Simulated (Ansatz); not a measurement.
# Run report: Mg32O31H (charge −1), geometry relaxation (part 1 of 2)

System: Mg32O31H (defect cell, 64 atoms in the cell, total charge −1).
Method: DFT, PBEsol, PAW, plane waves (Ansatz 0.2.0).

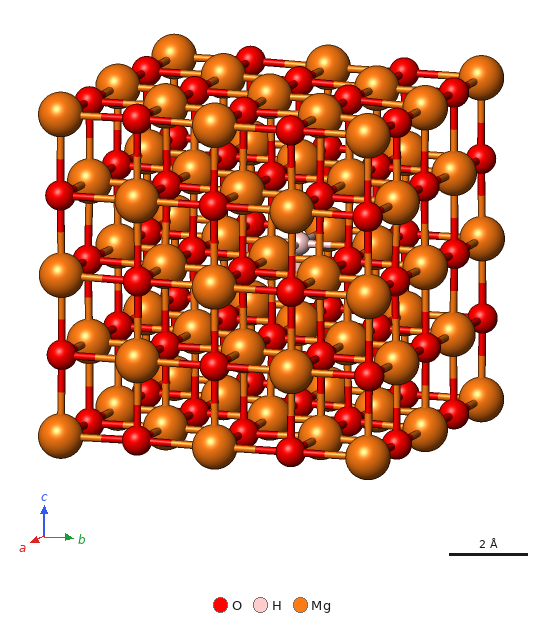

The structure as given in the input (ball-and-stick view of the cell of the calculation, seen slightly off an axis). Near neighbours in the crystal (not all of them lie inside the picture): O has 6 Mg at 2.04 to 2.18 Å; H has 6 Mg at 2.08 to 2.18 Å; Mg has 6 O at 2.04 to 2.17 Å; Mg has 1 H at 2.08 to 2.18 Å and 5 O at 2.04 to 2.18 Å.

### Results in brief

```json
{"quantity": "outcome", "value": "converged"}
{"quantity": "electrons treated", "value": "508"}
{"quantity": "free energy", "value": "−78664.5708 eV"}
{"quantity": "Fermi energy", "value": "12.884 eV"}
{"quantity": "largest force (length of the vector) at the end", "value": "0.013 eV/Å"}
{"quantity": "hardware", "value": "8 threads of Intel Xeon, 18 GiB of memory available, shared host"}
{"quantity": "wall time", "value": "39 s (CPU time 4.5 min)"}
{"quantity": "peak memory", "value": "1.4 GiB"}
```

### Remarks

The k-point mesh is coarse for a cell of this size, so the results may not be converged.

### Input
```yaml
crystal:
  lattice:
    - [8.428808, 0.000000, 0.000000]
    - [0.000000, 8.428808, 0.000000]
    - [0.000000, 0.000000, 8.428808]
  atoms:
    - { symbol: O, position: [0.249579, 0.002412, 0.999641] }
    - { symbol: O, position: [0.254251, 0.006245, 0.499412] }
    - { symbol: O, position: [0.248237, 0.498614, 0.000998] }
    - { symbol: O, position: [0.749173, 0.000533, 0.995327] }
    - { symbol: O, position: [0.748833, 0.994501, 0.502405] }
    - { symbol: O, position: [0.750710, 0.503550, 0.996907] }
    - { symbol: O, position: [0.749573, 0.499300, 0.500301] }
    - { symbol: O, position: [0.001974, 0.248684, 0.003217] }
    - { symbol: O, position: [0.002031, 0.251615, 0.498075] }
    - { symbol: O, position: [0.001240, 0.748672, 0.000424] }
    - { symbol: O, position: [0.003880, 0.751657, 0.499002] }
    - { symbol: O, position: [0.495110, 0.249502, 0.998345] }
    - { symbol: O, position: [0.499329, 0.244112, 0.499921] }
    - { symbol: O, position: [0.495723, 0.750339, 0.005371] }
    - { symbol: O, position: [0.499647, 0.750317, 0.502633] }
    - { symbol: O, position: [0.995557, 0.001463, 0.251798] }
    - { symbol: O, position: [0.001401, 0.998810, 0.748498] }
    - { symbol: O, position: [0.000861, 0.500850, 0.251042] }
    - { symbol: O, position: [0.997651, 0.496929, 0.748539] }
    - { symbol: O, position: [0.501122, 0.003340, 0.251597] }
    - { symbol: O, position: [0.501905, 0.998990, 0.753522] }
    - { symbol: O, position: [0.502466, 0.504245, 0.248949] }
    - { symbol: O, position: [0.498108, 0.502417, 0.750169] }
    - { symbol: O, position: [0.250477, 0.254901, 0.247618] }
    - { symbol: O, position: [0.250053, 0.252842, 0.751458] }
    - { symbol: O, position: [0.255107, 0.754183, 0.251227] }
    - { symbol: O, position: [0.250579, 0.751685, 0.752140] }
    - { symbol: O, position: [0.752008, 0.249215, 0.252005] }
    - { symbol: O, position: [0.748106, 0.252397, 0.750657] }
    - { symbol: O, position: [0.748037, 0.754366, 0.252755] }
    - { symbol: O, position: [0.749210, 0.751093, 0.748921] }
    - { symbol: H, position: [0.254616, 0.500030, 0.498110] }
    - { symbol: Mg, position: [0.999313, 0.999238, 0.999959] }
    - { symbol: Mg, position: [0.999774, 0.001993, 0.500390] }
    - { symbol: Mg, position: [0.995233, 0.498807, 0.998659] }
    - { symbol: Mg, position: [0.995975, 0.498260, 0.496071] }
    - { symbol: Mg, position: [0.501599, 0.001884, 0.997621] }
    - { symbol: Mg, position: [0.497158, 0.000392, 0.500645] }
    - { symbol: Mg, position: [0.503071, 0.497084, 0.000288] }
    - { symbol: Mg, position: [0.504126, 0.501725, 0.499005] }
    - { symbol: Mg, position: [0.251170, 0.252746, 0.002027] }
    - { symbol: Mg, position: [0.248243, 0.253504, 0.496169] }
    - { symbol: Mg, position: [0.247722, 0.750859, 0.996300] }
    - { symbol: Mg, position: [0.255511, 0.747232, 0.502197] }
    - { symbol: Mg, position: [0.752387, 0.249753, 0.998498] }
    - { symbol: Mg, position: [0.754417, 0.247666, 0.500589] }
    - { symbol: Mg, position: [0.745957, 0.751752, 0.000465] }
    - { symbol: Mg, position: [0.753923, 0.749986, 0.499505] }
    - { symbol: Mg, position: [0.248487, 0.998571, 0.247972] }
    - { symbol: Mg, position: [0.254921, 0.004975, 0.750032] }
    - { symbol: Mg, position: [0.252827, 0.496968, 0.249690] }
    - { symbol: Mg, position: [0.249440, 0.498636, 0.751738] }
    - { symbol: Mg, position: [0.749093, 0.999872, 0.249498] }
    - { symbol: Mg, position: [0.752304, 0.002508, 0.748479] }
    - { symbol: Mg, position: [0.748682, 0.502113, 0.254062] }
    - { symbol: Mg, position: [0.747455, 0.498544, 0.745973] }
    - { symbol: Mg, position: [0.002220, 0.250529, 0.251866] }
    - { symbol: Mg, position: [0.999709, 0.248168, 0.748539] }
    - { symbol: Mg, position: [0.000390, 0.750656, 0.251034] }
    - { symbol: Mg, position: [0.000141, 0.752996, 0.749065] }
    - { symbol: Mg, position: [0.499928, 0.253103, 0.251923] }
    - { symbol: Mg, position: [0.501177, 0.249913, 0.748538] }
    - { symbol: Mg, position: [0.499677, 0.746820, 0.249730] }
    - { symbol: Mg, position: [0.495228, 0.754044, 0.752984] }
  symmetry: { detect: false }
kpoints:
  mp_grid: { grid: [1, 1, 1], shift: [0.25, 0.25, 0.25] }
hamiltonian:
  xc: pbesol
total_charge: -1
scf:
  occupations: { method: fermi_dirac, width: 0.01 }
relax:
  f_tol: 0.03
  max_steps: 80
  escape_saddle: false
  adjacent_minimum: "off"
output:
  forces: true
  eigenvalues: true
  populations: true
  charged_corrections: { epsilon: 9.8 }
```

Launched with:
```bash
ansatz run in.yaml --threads 8 --pin off --max-ram 17100MiB --runs-dir r --events-out ev --progress --plain
```

### Log
```
Pseudopotentials: kind: paw
Functional definition: PBEsol
  exchange = pbesol_x
  correlation = pbesol_c
Crystal: 64 atoms, lattice volume = 598.823 Å³
Basis set: ecut = 420 eV, 11753 PW (Γ), exchange–correlation on 120×120×120 points (8 copies of the dense FFT grid, shifted against one another)
Bands: 318, of which v1, the nominal top of the filled ones, is band 254 counted from 1 (253 counted from 0)
Symmetry: 1 space group operations
k-points: 1
Non-local potential: O, projectors of the file, l = 0: 2, l = 1: 2, l = 2: 1
Non-local potential: H, projectors of the file, l = 0: 2, l = 1: 1
Non-local potential: Mg, projectors of the file, l = 0: 3, l = 1: 2, l = 2: 1
PAW form: soft (Blöchl's): semilocal exchange-correlation on the pseudo side does not see the compensation charge
PAW frozen core: O, regenerated for the run's functional, and the local potential with it (the file was generated under x = pbe(κ = 0.804, μ = 0.2195149727645171), c = pbe(β = 0.06672455060314922))
PAW frozen core: Mg, regenerated for the run's functional, and the local potential with it (the file was generated under x = pbe(κ = 0.804, μ = 0.2195149727645171), c = pbe(β = 0.06672455060314922))
PAW one-centre angular grid: O, 110 points (default); XC on 64 Gauss nodes
PAW one-centre angular grid: H, 110 points (default); XC on 64 Gauss nodes
PAW one-centre angular grid: Mg, 110 points (default); XC on 64 Gauss nodes
Initial density: superposition of atomic densities (neutral atoms scaled as one to the charged cell's electrons: chi_scale 0, normalization atom), corrected by the library's trained network
Initial wavefunctions: pseudopotential atomic-orbital guess
Functional: x = pbesol(κ = 0.804, μ = 0.12345679012345678), c = pbesol(β = 0.046)
SCF iter   1: F=—  HF=-78664.195878 eV  |F-HF|=—  |Δ(HF+E_count)|=         —  Δρ=2.13e-2  dr2=3.09e0  ethr=1.77e-3  ⟨swp⟩=5.0  Hψ=1261  notcnv=0  defer=44
preconditioner: auto → Resta (q_TF=auto, 2.655 Å⁻¹)  ε∞=3.4  [insulator: Δε(μ)=0.267 eV  Ē_g=15.429 eV  σ=0.010 eV  W_gap=1.00  n_scr=178 (ndim 8)  ℏωp=24.1 eV  f_vac=0.000  D(μ)=0.00/eV (n_scr^D=0)  ε∞_Penn≈3.4]
SCF iter   2: F=—  HF=-78663.519009 eV  |F-HF|=—  |Δ(HF+E_count)|=   6.77e-1  Δρ=7.12e-3  dr2=3.27e-1  ethr=6.08e-4  ⟨swp⟩=2.0  Hψ=375  notcnv=0  defer=55
SCF iter   3: F=—  HF=-78663.446718 eV  |F-HF|=—  |Δ(HF+E_count)|=   7.23e-2  Δρ=1.99e-3  dr2=2.17e-2  ethr=6.44e-5  ⟨swp⟩=2.0  Hψ=367  notcnv=0  defer=55
SCF iter   4: F=—  HF=-78663.437515 eV  |F-HF|=—  |Δ(HF+E_count)|=   9.20e-3  Δρ=4.39e-4  dr2=1.41e-3  ethr=4.27e-6  ⟨swp⟩=2.0  Hψ=367  notcnv=0  defer=55
SCF iter   5: F=—  HF=-78663.437168 eV  |F-HF|=—  |Δ(HF+E_count)|=   3.47e-4  Δρ=1.08e-4  dr2=1.01e-4  ethr=2.77e-7  ⟨swp⟩=2.0  Hψ=438  notcnv=0  defer=55
SCF iter   6: F=-78663.437140 eV  HF=-78663.437146 eV  |F-HF|=6.24e-6  |Δ(HF+E_count)|=   2.17e-5  Δρ=3.51e-5  dr2=7.62e-6  ethr=4.43e-9  ⟨swp⟩=12.0  Hψ=2073  notcnv=0
SCF 1 converged in 6 iterations: F = -78663.437140 eV  dr2 = 7.62e-6
  greatest PAW one-centre occupation: 1.000 electrons in one spin orbital (limit 2), on the Mg atom at site 40 (counted from 0), in its partial waves of l = 0
relax step   1: F+E_penalty+E_count = -78663.43714012 eV  Δ(F+E_penalty+E_count) = +0.000e0 eV  max|allowed force component| = 1.136e0 eV/Å  Δτ_max = 0.0000 Å  (6 SCF iters, dr2 threshold 2.25e-5 eV, accepted)
Initial density: handed on by an earlier stage of this run
Initial wavefunctions: those handed on with the density
iter 1 solved again at ethr=2.53e-5 eV; its pass at ethr=3.10e-3 eV (dr2=1.29e-1 eV) is discarded
SCF iter   1: F=—  HF=-78663.949643 eV  |F-HF|=—  |Δ(HF+E_count)|=         —  Δρ=5.65e-3  dr2=1.10e-1  ethr=2.53e-5  ⟨swp⟩=1.0  Hψ=956  notcnv=0  defer=55
preconditioner: auto → Resta (q_TF=auto, 2.655 Å⁻¹)  ε∞=3.4  [insulator: Δε(μ)=0.724 eV  Ē_g=15.573 eV  σ=0.010 eV  W_gap=1.00  n_scr=178 (ndim 8)  ℏωp=24.1 eV  f_vac=0.000  D(μ)=0.00/eV (n_scr^D=0)  ε∞_Penn≈3.4]
SCF iter   2: F=—  HF=-78663.934188 eV  |F-HF|=—  |Δ(HF+E_count)|=   1.55e-2  Δρ=3.00e-3  dr2=2.49e-2  ethr=2.17e-5  ⟨swp⟩=2.0  Hψ=273  notcnv=0  defer=55
SCF iter   3: F=—  HF=-78663.925174 eV  |F-HF|=—  |Δ(HF+E_count)|=   9.01e-3  Δρ=4.10e-4  dr2=6.67e-4  ethr=4.89e-6  ⟨swp⟩=2.0  Hψ=494  notcnv=0  defer=55
iter 4 did not close the SCF: its close was put off for the readings that it lacked (scf_convergence_deferred on its scf_iter line)
SCF iter   4: F=-78663.925251 eV  HF=-78663.925261 eV  |F-HF|=1.09e-5  |Δ(HF+E_count)|=   8.72e-5  Δρ=8.26e-5  dr2=4.31e-5  ethr=1.31e-7  ⟨swp⟩=2.0  Hψ=485  notcnv=0  defer=55
iter 5 did not close the SCF: its close was put off for the readings that it lacked (scf_convergence_deferred on its scf_iter line)
SCF iter   5: F=-78663.925264 eV  HF=-78663.925264 eV  |F-HF|=7.56e-7  |Δ(HF+E_count)|=   3.02e-6  Δρ=1.78e-5  dr2=1.84e-6  ethr=8.48e-9  ⟨swp⟩=2.0  Hψ=484  notcnv=0  defer=55
SCF iter   6: F=-78663.925264 eV  HF=-78663.925264 eV  |F-HF|=5.64e-8  |Δ(HF+E_count)|=   2.30e-7  Δρ=4.20e-6  dr2=1.12e-7  ethr=3.62e-10  ⟨swp⟩=7.0  Hψ=1220  notcnv=0
SCF 2 converged in 6 iterations: F = -78663.925264 eV  dr2 = 1.12e-7
relax step   2: F+E_penalty+E_count = -78663.92526421 eV  Δ(F+E_penalty+E_count) = -4.881e-1 eV  max|allowed force component| = 4.706e-1 eV/Å  Δτ_max = 0.0644 Å  (6 SCF iters, dr2 threshold 8.07e-5 eV, accepted)
SCF iter   1: F=—  HF=-78664.137536 eV  |F-HF|=—  |Δ(HF+E_count)|=         —  Δρ=4.42e-3  dr2=1.32e-1  ethr=1.26e-4  ⟨swp⟩=5.0  Hψ=631  notcnv=0  defer=55
preconditioner: auto → Resta (q_TF=auto, 2.655 Å⁻¹)  ε∞=3.4  [insulator: Δε(μ)=0.789 eV  Ē_g=15.578 eV  σ=0.010 eV  W_gap=1.00  n_scr=178 (ndim 8)  ℏωp=24.1 eV  f_vac=0.000  D(μ)=0.00/eV (n_scr^D=0)  ε∞_Penn≈3.4]
relax step   3: F+E_penalty+E_count = -78664.09906657 eV  Δ(F+E_penalty+E_count) = -1.738e-1 eV  max|allowed force component| = 1.096e-1 eV/Å  Δτ_max = 0.0716 Å  (6 SCF iters, dr2 threshold 1.38e-5 eV, accepted)
preconditioner: auto → Resta (q_TF=auto, 2.655 Å⁻¹)  ε∞=3.4  [insulator: Δε(μ)=0.806 eV  Ē_g=15.577 eV  σ=0.010 eV  W_gap=1.00  n_scr=178 (ndim 8)  ℏωp=24.1 eV  f_vac=0.000  D(μ)=0.00/eV (n_scr^D=0)  ε∞_Penn≈3.4]
relax step   4: F+E_penalty+E_count = -78664.10791169 eV  Δ(F+E_penalty+E_count) = -8.845e-3 eV  max|allowed force component| = 6.483e-2 eV/Å  Δτ_max = 0.0446 Å  (6 SCF iters, accepted)
preconditioner: auto → Resta (q_TF=auto, 2.655 Å⁻¹)  ε∞=3.4  [insulator: Δε(μ)=0.817 eV  Ē_g=15.576 eV  σ=0.010 eV  W_gap=1.00  n_scr=178 (ndim 8)  ℏωp=24.1 eV  f_vac=0.000  D(μ)=0.00/eV (n_scr^D=0)  ε∞_Penn≈3.4]
relax step   5: F+E_penalty+E_count = -78664.11319949 eV  Δ(F+E_penalty+E_count) = -5.288e-3 eV  max|allowed force component| = 7.496e-2 eV/Å  Δτ_max = 0.0589 Å  (6 SCF iters, accepted)
preconditioner: auto → Resta (q_TF=auto, 2.655 Å⁻¹)  ε∞=3.4  [insulator: Δε(μ)=0.942 eV  Ē_g=15.580 eV  σ=0.010 eV  W_gap=1.00  n_scr=178 (ndim 8)  ℏωp=24.1 eV  f_vac=0.000  D(μ)=0.00/eV (n_scr^D=0)  ε∞_Penn≈3.4]
relax step   6: F+E_penalty+E_count = -78664.13385312 eV  Δ(F+E_penalty+E_count) = -2.065e-2 eV  max|allowed force component| = 1.851e-1 eV/Å  Δτ_max = 0.1986 Å  (6 SCF iters, dr2 threshold 1.96e-6 eV, accepted)
preconditioner: auto → Resta (q_TF=auto, 2.655 Å⁻¹)  ε∞=3.4  [insulator: Δε(μ)=1.006 eV  Ē_g=15.584 eV  σ=0.010 eV  W_gap=1.00  n_scr=178 (ndim 8)  ℏωp=24.1 eV  f_vac=0.000  D(μ)=0.00/eV (n_scr^D=0)  ε∞_Penn≈3.4]
relax step   7: F+E_penalty+E_count = -78664.18402358 eV  Δ(F+E_penalty+E_count) = -5.017e-2 eV  max|allowed force component| = 3.250e-1 eV/Å  Δτ_max = 0.1950 Å  (6 SCF iters, dr2 threshold 3.43e-5 eV, accepted)
preconditioner: auto → Resta (q_TF=auto, 2.655 Å⁻¹)  ε∞=3.4  [insulator: Δε(μ)=1.154 eV  Ē_g=15.593 eV  σ=0.010 eV  W_gap=1.00  n_scr=178 (ndim 8)  ℏωp=24.1 eV  f_vac=0.000  D(μ)=0.00/eV (n_scr^D=0)  ε∞_Penn≈3.4]
relax step   8: F+E_penalty+E_count = -78664.27474740 eV  Δ(F+E_penalty+E_count) = -9.072e-2 eV  max|allowed force component| = 4.268e-1 eV/Å  Δτ_max = 0.1949 Å  (6 SCF iters, dr2 threshold 1.00e-4 eV, accepted)
preconditioner: auto → Resta (q_TF=auto, 2.655 Å⁻¹)  ε∞=3.4  [insulator: Δε(μ)=1.342 eV  Ē_g=15.601 eV  σ=0.010 eV  W_gap=1.00  n_scr=178 (ndim 8)  ℏωp=24.1 eV  f_vac=0.000  D(μ)=0.00/eV (n_scr^D=0)  ε∞_Penn≈3.4]
relax step   9: F+E_penalty+E_count = -78664.37455940 eV  Δ(F+E_penalty+E_count) = -9.981e-2 eV  max|allowed force component| = 5.009e-1 eV/Å  Δτ_max = 0.1963 Å  (6 SCF iters, dr2 threshold 1.00e-4 eV, accepted)
preconditioner: auto → Resta (q_TF=auto, 2.655 Å⁻¹)  ε∞=3.4  [insulator: Δε(μ)=1.963 eV  Ē_g=15.593 eV  σ=0.010 eV  W_gap=1.00  n_scr=178 (ndim 8)  ℏωp=24.1 eV  f_vac=0.000  D(μ)=0.00/eV (n_scr^D=0)  ε∞_Penn≈3.4]
relax step  10: F+E_penalty+E_count = -78664.53714449 eV  Δ(F+E_penalty+E_count) = -1.626e-1 eV  max|allowed force component| = 1.465e-1 eV/Å  Δτ_max = 0.1958 Å  (6 SCF iters, dr2 threshold 1.00e-4 eV, accepted)
preconditioner: auto → Resta (q_TF=auto, 2.655 Å⁻¹)  ε∞=3.4  [insulator: Δε(μ)=1.560 eV  Ē_g=15.603 eV  σ=0.010 eV  W_gap=1.00  n_scr=178 (ndim 8)  ℏωp=24.1 eV  f_vac=0.000  D(μ)=0.00/eV (n_scr^D=0)  ε∞_Penn≈3.4]
relax step  11: F+E_penalty+E_count = -78664.54989300 eV  Δ(F+E_penalty+E_count) = -1.275e-2 eV  max|allowed force component| = 1.543e-1 eV/Å  Δτ_max = 0.0306 Å  (6 SCF iters, dr2 threshold 1.83e-6 eV, accepted)
preconditioner: auto → Resta (q_TF=auto, 2.655 Å⁻¹)  ε∞=3.4  [insulator: Δε(μ)=1.650 eV  Ē_g=15.603 eV  σ=0.010 eV  W_gap=1.00  n_scr=178 (ndim 8)  ℏωp=24.1 eV  f_vac=0.000  D(μ)=0.00/eV (n_scr^D=0)  ε∞_Penn≈3.4]
relax step  12: F+E_penalty+E_count = -78664.55763415 eV  Δ(F+E_penalty+E_count) = -7.741e-3 eV  max|allowed force component| = 1.485e-1 eV/Å  Δτ_max = 0.0532 Å  (6 SCF iters, dr2 threshold 2.03e-6 eV, accepted)
preconditioner: auto → Resta (q_TF=auto, 2.655 Å⁻¹)  ε∞=3.4  [insulator: Δε(μ)=1.802 eV  Ē_g=15.602 eV  σ=0.010 eV  W_gap=1.00  n_scr=178 (ndim 8)  ℏωp=24.1 eV  f_vac=0.000  D(μ)=0.00/eV (n_scr^D=0)  ε∞_Penn≈3.4]
  greatest PAW one-centre occupation: 1.000 electrons in one spin orbital (limit 2), on the Mg atom at site 47 (counted from 0), in its partial waves of l = 0
relax step  13: F+E_penalty+E_count = -78664.56507297 eV  Δ(F+E_penalty+E_count) = -7.439e-3 eV  max|allowed force component| = 1.628e-1 eV/Å  Δτ_max = 0.1291 Å  (6 SCF iters, dr2 threshold 2.04e-5 eV, accepted)
SCF iter   1: F=—  HF=-78664.582669 eV  |F-HF|=—  |Δ(HF+E_count)|=         —  Δρ=2.14e-3  dr2=2.45e-2  ethr=4.50e-5  ⟨swp⟩=3.0  Hψ=505  notcnv=0  defer=57
preconditioner: auto → Resta (q_TF=auto, 2.655 Å⁻¹)  ε∞=3.4  [insulator: Δε(μ)=1.853 eV  Ē_g=15.599 eV  σ=0.010 eV  W_gap=1.00  n_scr=178 (ndim 8)  ℏωp=24.1 eV  f_vac=0.000  D(μ)=0.00/eV (n_scr^D=0)  ε∞_Penn≈3.4]
SCF iter   2: F=—  HF=-78664.577824 eV  |F-HF|=—  |Δ(HF+E_count)|=   4.85e-3  Δρ=1.13e-3  dr2=7.05e-3  ethr=4.83e-6  ⟨swp⟩=2.0  Hψ=375  notcnv=0  defer=57
SCF iter   3: F=—  HF=-78664.569473 eV  |F-HF|=—  |Δ(HF+E_count)|=   8.35e-3  Δρ=9.41e-5  dr2=5.88e-5  ethr=1.39e-6  ⟨swp⟩=2.0  Hψ=481  notcnv=0  defer=57
iter 4 did not close the SCF: its close was put off for the readings that it lacked (scf_convergence_deferred on its scf_iter line)
SCF iter   4: F=-78664.569463 eV  HF=-78664.569465 eV  |F-HF|=1.56e-6  |Δ(HF+E_count)|=   8.11e-6  Δρ=2.49e-5  dr2=3.59e-6  ethr=1.16e-8  ⟨swp⟩=2.0  Hψ=481  notcnv=0  defer=57
iter 5 did not close the SCF: its close was put off for the readings that it lacked (scf_convergence_deferred on its scf_iter line)
SCF iter   5: F=-78664.569464 eV  HF=-78664.569464 eV  |F-HF|=1.97e-7  |Δ(HF+E_count)|=   8.41e-7  Δρ=6.75e-6  dr2=2.73e-7  ethr=7.06e-10  ⟨swp⟩=2.0  Hψ=483  notcnv=0  defer=57
SCF iter   6: F=-78664.569464 eV  HF=-78664.569464 eV  |F-HF|=7.01e-9  |Δ(HF+E_count)|=   5.34e-8  Δρ=1.55e-6  dr2=1.52e-8  ethr=5.38e-11  ⟨swp⟩=7.0  Hψ=1251  notcnv=0
SCF 14 converged in 6 iterations: F = -78664.569464 eV  dr2 = 1.52e-8
relax step  14: F+E_penalty+E_count = -78664.56946397 eV  Δ(F+E_penalty+E_count) = -4.391e-3 eV  max|allowed force component| = 5.595e-2 eV/Å  Δτ_max = 0.0495 Å  (6 SCF iters, dr2 threshold 2.45e-5 eV, accepted)
SCF iter   1: F=—  HF=-78664.578123 eV  |F-HF|=—  |Δ(HF+E_count)|=         —  Δρ=7.67e-4  dr2=3.20e-3  ethr=6.16e-6  ⟨swp⟩=3.0  Hψ=506  notcnv=0  defer=57
preconditioner: auto → Resta (q_TF=auto, 2.655 Å⁻¹)  ε∞=3.4  [insulator: Δε(μ)=1.828 eV  Ē_g=15.598 eV  σ=0.010 eV  W_gap=1.00  n_scr=178 (ndim 8)  ℏωp=24.1 eV  f_vac=0.000  D(μ)=0.00/eV (n_scr^D=0)  ε∞_Penn≈3.4]
SCF iter   2: F=—  HF=-78664.577456 eV  |F-HF|=—  |Δ(HF+E_count)|=   6.67e-4  Δρ=4.05e-4  dr2=8.98e-4  ethr=6.31e-7  ⟨swp⟩=2.0  Hψ=368  notcnv=0  defer=57
SCF iter   3: F=—  HF=-78664.577194 eV  |F-HF|=—  |Δ(HF+E_count)|=   2.62e-4  Δρ=2.97e-5  dr2=5.51e-6  ethr=1.77e-7  ⟨swp⟩=2.0  Hψ=484  notcnv=0  defer=57
SCF iter   4: F=—  HF=-78664.570779 eV  |F-HF|=—  |Δ(HF+E_count)|=   6.42e-3  Δρ=1.58e-5  dr2=6.42e-7  ethr=1.08e-9  ⟨swp⟩=2.0  Hψ=515  notcnv=0  defer=57
iter 5 did not close the SCF: its close was put off for the readings that it lacked (scf_convergence_deferred on its scf_iter line)
SCF iter   5: F=-78664.570779 eV  HF=-78664.570779 eV  |F-HF|=8.64e-9  |Δ(HF+E_count)|=   2.62e-7  Δρ=3.95e-6  dr2=5.83e-8  ethr=1.26e-10  ⟨swp⟩=2.0  Hψ=515  notcnv=0  defer=57
SCF iter   6: F=-78664.570779 eV  HF=-78664.570779 eV  |F-HF|=1.41e-9  |Δ(HF+E_count)|=   2.10e-8  Δρ=6.97e-7  dr2=2.33e-9  ethr=1.15e-11  ⟨swp⟩=7.0  Hψ=1222  notcnv=0
SCF 15 converged in 6 iterations: F = -78664.570779 eV  dr2 = 2.33e-9
  greatest PAW one-centre occupation: 1.000 electrons in one spin orbital (limit 2), on the Mg atom at site 49 (counted from 0), in its partial waves of l = 0
relax step  15: F+E_penalty+E_count = -78664.57077879 eV  Δ(F+E_penalty+E_count) = -1.315e-3 eV  max|allowed force component| = 8.146e-3 eV/Å  Δτ_max = 0.0183 Å  (6 SCF iters, accepted)
```
